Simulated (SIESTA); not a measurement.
**TiAl: 7 runs along one coordinate**

System: TiAl (2 atoms in the cell).
Method: Kohn-Sham DFT of a periodic cell, PBE, Ansatz NC NC, numerical atomic orbitals, no spin polarisation (SIESTA 5.4.2).

The 7 runs differ only in the geometry, by an even scaling of the cell at fixed fractional positions. The structure derives from a Materials Project entry.

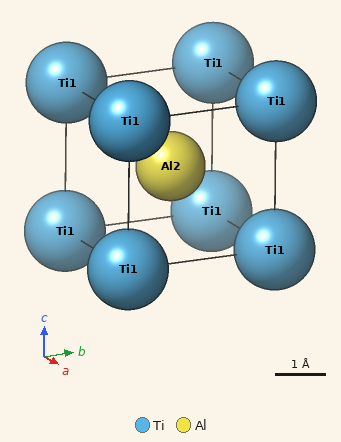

Figure 1. The structure of run 4 (spheres-only view of the cell of the calculation, seen slightly off an axis; atoms are numbered from 1 in the order of the input).

### Input of run 4
```
SystemName                      TiAl
SystemLabel                     TiAl
NumberOfSpecies                 2
NumberOfAtoms                   2
%block ChemicalSpeciesLabel
  1  22 Ti
  2  13 Al
%endblock ChemicalSpeciesLabel

LatticeConstant                 1.0 Ang
%block LatticeVectors
     3.2055020000     0.0350370000     0.0422420000
     0.0350370000     3.2012470000     0.0422640000
     0.0422420000     0.0422640000     3.1324740000
%endblock LatticeVectors
AtomicCoordinatesFormat         Ang
%block AtomicCoordinatesAndAtomicSpecies
     0.0000000000     0.0000000000     0.0000000000  1
     1.6413905000     1.6392740000     1.6084900000  2
%endblock AtomicCoordinatesAndAtomicSpecies

%block kgrid.MonkhorstPack
    8   0   0  0.0
    0   8   0  0.0
    0   0   8  0.0
%endblock kgrid.MonkhorstPack
XC.Functional                   GGA
XC.Authors                      PBE
PAO.BasisSize                   DZP
PAO.EnergyShift                 0.002 Ry
Mesh.Cutoff                     800 Ry
OccupationFunction              FD
ElectronicTemperature           0.05 eV
MaxSCFIterations                120
SCF.MustConverge                false
SCF.Mixer.Method                Pulay
SCF.Mixer.Weight                0.25
SCF.Mixer.History               8
SCF.DM.Tolerance                5.0e-05
SCF.H.Tolerance                 1.0e-03 eV
WriteForces                     true
Charge.Mulliken                 end
%block PAO.Basis
  Al 2
  n=3 0 2
    7.312 0.000
  n=3 1 2 P 1
    9.500 0.000
%endblock PAO.Basis
```

Command:
```bash
siesta < TiAl.fdf > TiAl.out 2>&1
```

Lattice vectors (Å) and fractional positions of run 4:
```
   3.205502    0.035037    0.042242
   0.035037    3.201247    0.042264
   0.042242    0.042264    3.132474
Ti  0.000000  0.000000  0.000000
Al  0.500000  0.500000  0.500000
```

Run 3 differs from it as follows:
```diff
-     3.2055020000     0.0350370000     0.0422420000
-     0.0350370000     3.2012470000     0.0422640000
-     0.0422420000     0.0422640000     3.1324740000
+     3.1839879155     0.0348018453     0.0419584881
+     0.0348018453     3.1797614734     0.0419803404
+     0.0419584881     0.0419803404     3.1114500511
-     1.6413905000     1.6392740000     1.6084900000  2
+     1.6303741244     1.6282718296     1.5976944398  2
```

### Results, with one run withheld

```tsv
run	volume per atom (Å³)	free energy per atom, from the lowest run given (meV)	pressure (GPa)
1	15.101	32.05	9.47
2	15.422	15.83	6.71
3	15.743	?	?
4	16.065	0.44	1.39
5	16.386	0.00	−0.74
6	16.707	3.80	−3.01
7	17.028	11.77	−4.71
```

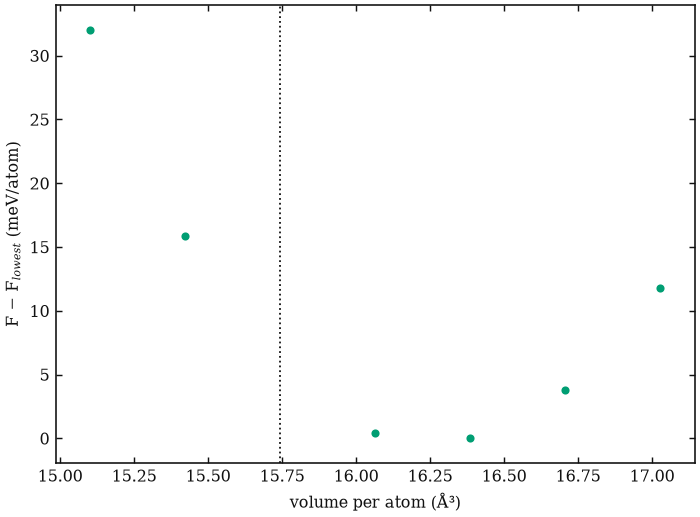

Figure 2. Free energy per atom of the runs given; the dotted line marks run 3.

Estimate the energy of run 3 from the others.

A cubic polynomial in V^(−2/3) (the Birch–Murnaghan form), fitted to the 6 runs given, misses them by at most 0.10 meV per atom. With x = V^(−2/3) − 0.15688 Å⁻², it reads F = 0.14981 + 1086.5 x + 5.3106e+05 x² − 2.3479e+05 x³ (meV per atom). At run 3 it gives 5.52 meV per atom, and the run itself gives 5.88. The slope of the fit gives a pressure −dF/dV of 3.83 GPa there, and the run prints 3.90 GPa. The two needn't agree exactly: the fit is approximate, and the printed stress is taken on a finite basis. The fit has its minimum at 16.252 Å³ per atom, where V d²F/dV² gives 113 GPa. Cell shape and fractional positions are held, so this is the stiffness under even scaling; the relaxed bulk modulus wasn't computed.

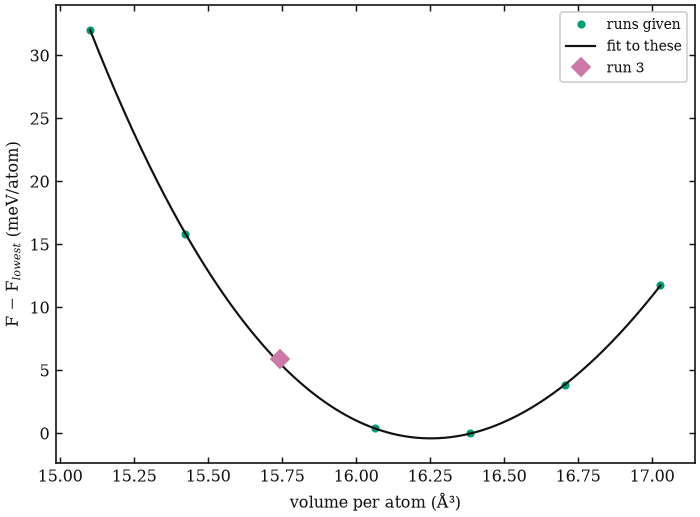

Figure 3. The fit and the withheld run.

### Some lines of the output (run 3)
```
[...]
outcell: Cell volume (Ang**3)        :     31.4865
stepf: Fermi-Dirac step function
siesta: Etot    =     -1785.380539
siesta: FreeEng =     -1785.400793
        iscf     Eharris(eV)        E_KS(eV)     FreeEng(eV)     dDmax    Ef(eV) dHmax(eV)
siesta: E_KS(eV) =            -1786.0103
siesta: E_KS - E_eggbox =     -1786.0103
siesta: Etot    =     -1786.010334
siesta: FreeEng =     -1786.032640
siesta:         Fermi =      -7.042828
siesta: Cell volume =         31.486467 Ang**3
    Orbital volume contribution        =           3.652625 eV
```

Notes: With a small basis of atomic orbitals these values can differ much from converged plane-wave results.
